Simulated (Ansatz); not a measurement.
**Run report: Fe7Co, single-point calculation (part 2 of 2)**

Continued. System: Fe7Co (Im-3m, 8 atoms in the cell). Method: DFT r2SCAN, scalar-relativistic, plane waves, PAW, spin-polarised (Ansatz 0.2.0); cutoff 500 eV, 10×10×10 k-mesh, Gaussian smearing of 0.1 eV, collinear spins. The structure derives from a Materials Project entry. It belongs to a series of runs on one base structure; here: volume × 1.06.

Geometry of the input (Å; fractional positions):
```
-2.9065  2.9065  2.9065
2.9065  -2.9065  2.9065
2.9065  2.9065  -2.9065
Fe 0.0000  0.5000  0.5000
Fe 0.5000  0.5000  0.0000
Fe 0.5000  0.0000  0.5000
Fe -0.0000  -0.0000  0.5000
Fe 0.0000  0.5000  -0.0000
Fe 0.5000  0.0000  0.0000
Fe 0.5000  0.5000  0.5000
Co 0.0000  0.0000  0.0000
```

The program's output, continued:
```
--- Forces (eV/Å), atoms counted from 1 ---
  atom   1  Fe     0.00000000    -0.00000000    -0.00000000
  atom   2  Fe     0.00000000     0.00000000     0.00000000
  atom   3  Fe     0.00000000    -0.00000000     0.00000000
  atom   4  Fe     0.00000000     0.00000000    -0.00000000
  atom   5  Fe     0.00000000    -0.00000000     0.00000000
  atom   6  Fe     0.00000000    -0.00000000     0.00000000
  atom   7  Fe     0.00000000     0.00000000    -0.00000000
  atom   8  Co    -0.00000000    -0.00000000     0.00000000
  max |Σ_I F_I| component: 2.81e-28 eV/Å
--- Stress (GPa, compression-positive) ---
       -9.675122       0.000000       0.000000
        0.000000      -9.675122       0.000000
        0.000000       0.000000      -9.675122
  P = ⅓ Tr σ = -9.6751 GPa (-96.751 kbar)
--- Band table (eV; the first three rows and the last of 94) ---
  k-point 0 ↑: bands = ["-83.3724", "-75.4970", "-75.4823", "-75.4823", "-75.4823", "-75.2667", "-75.2667", "-75.2641", "-45.1668", "-45.1668", "-45.1668", "-40.2839", "-40.2839", "-40.2839", "-40.2388", "-40.2388", "-40.2388", "-40.2279", "-40.1797", "-40.1797", "-40.1797", "-40.0973", "-40.0973", "-39.9247", "-39.9247", "-39.9247", "-39.8839", "-39.8839", "-39.8839", "-39.8828", "-39.8828", "-39.8828", "8.3551", "11.4628", "11.5206", "11.5206", "11.5637", "11.5637", "11.5637", "11.5855", "11.5855", "12.7922", "12.7922", "12.7922", "12.8100", "12.8100", "12.8100", "13.7156", "13.7156", "13.7156", "14.5250", "14.5250", "14.8092", "14.8092", "14.8092", "14.8462", "14.8462", "14.8522", "14.8582", "14.8582", "14.8582", "14.9696", "14.9696", "15.0504", "15.7906", "15.7906", "15.7906", "16.0399", "16.0399", "16.0399", "16.1375", "16.1375", "16.1375", "17.1665", "17.1665", "17.1665", "17.2506", "17.2506", "17.2506", "22.9023", "23.1347", "23.1347", "23.1347", "23.1755", "23.1755", "26.2505", "26.2505", "26.2505", "31.7212", "31.7212", "34.7640", "34.7640"]
  k-point 1 ↑: bands = ["-83.3724", "-75.4965", "-75.4825", "-75.4823", "-75.4823", "-75.2668", "-75.2667", "-75.2644", "-45.1668", "-45.1667", "-45.1666", "-40.2835", "-40.2821", "-40.2820", "-40.2361", "-40.2347", "-40.2337", "-40.2288", "-40.1808", "-40.1772", "-40.1756", "-40.0985", "-40.0978", "-39.9269", "-39.9257", "-39.9256", "-39.8888", "-39.8873", "-39.8869", "-39.8852", "-39.8852", "-39.8830", "8.4562", "11.5005", "11.5517", "11.5659", "11.5992", "11.6103", "11.6117", "11.6262", "11.6285", "12.8070", "12.8105", "12.8149", "12.8258", "12.8291", "12.8601", "13.6920", "13.7154", "13.7646", "14.4696", "14.4996", "14.6900", "14.7670", "14.7682", "14.7778", "14.8102", "14.8162", "14.8177", "14.8377", "14.8406", "14.9029", "14.9385", "14.9734", "15.6750", "15.6808", "15.7538", "15.8496", "15.8500", "15.8889", "15.8935", "16.0276", "16.0866", "16.7353", "17.4094", "17.4186", "17.4369", "17.4671", "17.5509", "23.0579", "23.2479", "23.3241", "23.3310", "23.3662", "23.7786", "25.8430", "26.0018", "26.4293", "31.9015", "32.2225", "34.2221", "34.2744"]
  k-point 2 ↑: bands = ["-83.3724", "-75.4950", "-75.4831", "-75.4823", "-75.4823", "-75.2671", "-75.2667", "-75.2650", "-45.1668", "-45.1665", "-45.1662", "-40.2828", "-40.2772", "-40.2767", "-40.2315", "-40.2283", "-40.2230", "-40.2188", "-40.1841", "-40.1698", "-40.1643", "-40.1023", "-40.1000", "-39.9333", "-39.9292", "-39.9273", "-39.9051", "-39.8959", "-39.8951", "-39.8917", "-39.8882", "-39.8832", "8.7543", "11.5274", "11.6669", "11.6987", "11.7179", "11.7475", "11.7530", "11.7541", "11.7575", "12.8458", "12.8578", "12.8589", "12.8667", "12.8866", "13.0266", "13.6237", "13.7092", "13.9082", "14.0926", "14.3956", "14.4692", "14.4925", "14.5117", "14.6698", "14.6857", "14.7421", "14.7733", "14.7875", "14.8009", "14.8175", "14.8617", "14.9183", "15.3882", "15.3934", "15.4641", "15.5122", "15.5432", "15.5820", "15.7518", "15.8222", "15.8406", "16.0661", "17.7584", "17.7954", "17.8180", "17.8363", "18.2846", "23.1800", "23.7815", "23.8882", "23.9121", "23.9330", "24.8954", "25.3295", "25.4275", "26.9416", "32.2713", "32.6869", "32.7957", "32.8303"]
  k-point 46 ↓: bands = ["-80.1374", "-71.0476", "-71.0476", "-71.0476", "-71.0384", "-70.9487", "-70.9487", "-70.9418", "-41.9871", "-41.9871", "-41.9871", "-35.8140", "-35.8077", "-35.8077", "-35.7965", "-35.7965", "-35.7965", "-35.7424", "-35.7424", "-35.7424", "-35.7379", "-35.7379", "-35.7379", "-35.7075", "-35.7075", "-35.7075", "-35.6860", "-35.6860", "-35.6860", "-35.6428", "-35.6428", "-35.6428", "11.9537", "12.1552", "12.1552", "12.1552", "12.1835", "12.1835", "14.9431", "14.9431", "14.9431", "15.1935", "15.1935", "15.1935", "16.4934", "16.4934", "16.6746", "16.6746", "16.6746", "16.7551", "16.7551", "16.7551", "16.8007", "17.3677", "17.3677", "17.3677", "17.4006", "17.4006", "17.4006", "17.4355", "17.4355", "17.4355", "18.2491", "18.2491", "18.2491", "18.3729", "18.3729", "18.4626", "19.2895", "19.2895", "19.6641", "19.6641", "19.9876", "19.9876", "20.0738", "20.0738", "20.0738", "20.1010", "25.8738", "25.8738", "25.8738", "25.9729", "25.9729", "25.9729", "27.8759", "28.2888", "33.8444", "33.8444", "33.8444", "33.9729", "33.9729", "33.9729"]
--- Löwdin populations: 8 sites ---
  site symbol       q [e]    m [muB]
     0     Fe     15.7470     2.8134
     1     Fe     15.7470     2.8134
     2     Fe     15.7470     2.8134
     3     Fe     15.7140     2.8866
     4     Fe     15.7140     2.8866
     5     Fe     15.7140     2.8866
     6     Fe     15.7140     2.8866
     7     Co     16.7245     1.8826
  spilling = 0.016887 (of n_electrons = 129.000000)
```

File populations.tsv:
```
# site	symbol	l	j	q_up	q_dn
# orbitals = lowdin
# n_electrons = 129.000000
# spilling = 0.016887
0	Fe	0_3S	-	0.993831	0.994227
0	Fe	0_4S	-	0.440990	0.521004
0	Fe	1_3P	-	2.998616	2.998247
0	Fe	2_3D	-	4.846765	1.953369
1	Fe	0_3S	-	0.993831	0.994227
1	Fe	0_4S	-	0.440990	0.521004
1	Fe	1_3P	-	2.998616	2.998247
1	Fe	2_3D	-	4.846765	1.953369
2	Fe	0_3S	-	0.993831	0.994227
2	Fe	0_4S	-	0.440990	0.521004
2	Fe	1_3P	-	2.998616	2.998247
2	Fe	2_3D	-	4.846765	1.953369
3	Fe	0_3S	-	0.993912	0.994398
3	Fe	0_4S	-	0.444495	0.521558
3	Fe	1_3P	-	2.998643	2.998405
3	Fe	2_3D	-	4.863251	1.899324
4	Fe	0_3S	-	0.993912	0.994398
4	Fe	0_4S	-	0.444495	0.521558
4	Fe	1_3P	-	2.998643	2.998405
4	Fe	2_3D	-	4.863251	1.899324
5	Fe	0_3S	-	0.993912	0.994398
5	Fe	0_4S	-	0.444495	0.521558
5	Fe	1_3P	-	2.998643	2.998405
5	Fe	2_3D	-	4.863251	1.899324
6	Fe	0_3S	-	0.993912	0.994398
6	Fe	0_4S	-	0.444495	0.521558
6	Fe	1_3P	-	2.998643	2.998405
6	Fe	2_3D	-	4.863251	1.899324
7	Co	0_3S	-	0.994371	0.994560
7	Co	0_4S	-	0.439264	0.532936
7	Co	1_3P	-	2.998894	2.998560
7	Co	2_3D	-	4.871030	2.894890
```

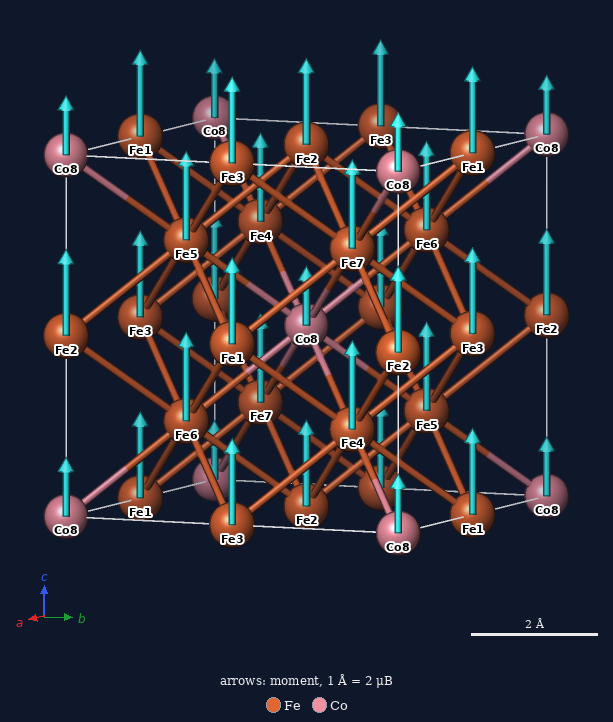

*Magnetic moments of the sites as teal arrows (ball-and-stick view of the cell 2 times as large as that of the calculation, set on its symmetry axes, seen at an oblique angle; atoms are numbered from 1 in the order of the input); small moments hardly show. The run is collinear, so the axis drawn is arbitrary.*

Site moments: Fe4, Fe5, Fe6, Fe7 (2.89 μB); Fe1, Fe2, Fe3 (2.81 μB); Co8 (1.94 μB). They are counted near the atoms and needn't add up to the moment of the cell.

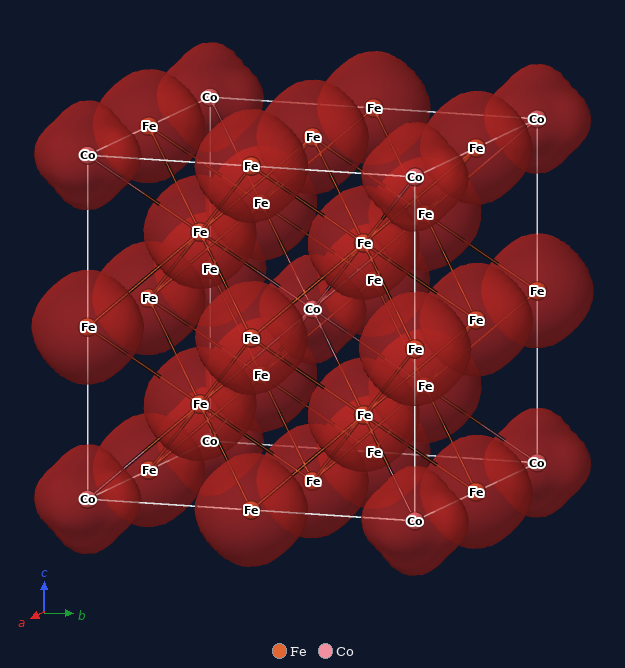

*Isosurface of the spin density (up minus down) at +0.1 e/Å³ (red), seen slightly off an axis. Sticks mark near contacts. The outline is the cell set on symmetry axes.*

The cell of the calculation (8 atoms) carries 20.6 μB net. In a PAW calculation such maps are meaningful between the atoms, not at the nuclei.

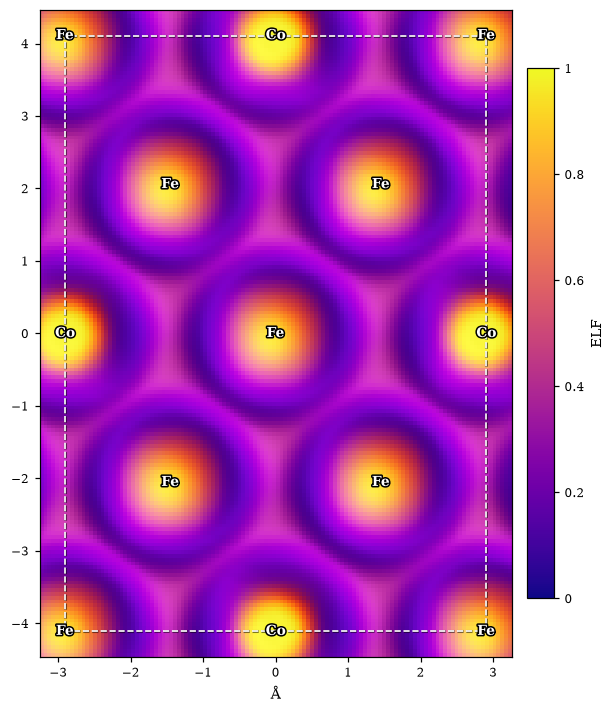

*ELF on the (011̄) plane of the conventional cell.*

The section cuts through Fe and Co sites. Fe–Fe (2.52 Å): the ELF is about 0.25 at the midpoint; no shared electron pair. Fe–Co (2.52 Å): the ELF is about 0.25 at the midpoint (no localised pair between them). The strong features right at Fe and Co lie inside the PAW spheres (semicore, d or f shells) and say nothing about bonding.

Summary:

```tsv
quantity	value
outcome	converged
space group (tolerance 0.01 Å)	Im-3m (229)
electrons treated	129
free energy	−36533.1162 eV
Fermi energy	16.822 eV
gap on the k-point mesh	none (metallic)
net moment of the cell	20.60 μB
integrated absolute moment	23.39 μB
pressure	−9.68 GPa
largest force (length of the vector)	under 0.001 eV/Å
hardware	2 threads of AMD EPYC (Zen 3), 192 GiB of memory available, shared host
wall time	2.7 min (CPU time 5.2 min)
peak memory	1.6 GiB
```

Remarks:

The electronic state found may not be the lowest one. Warnings of the run: the state was not tested for a lower one. The cell is under a tension of 9.7 GPa at this level, so it is not at its equilibrium volume.
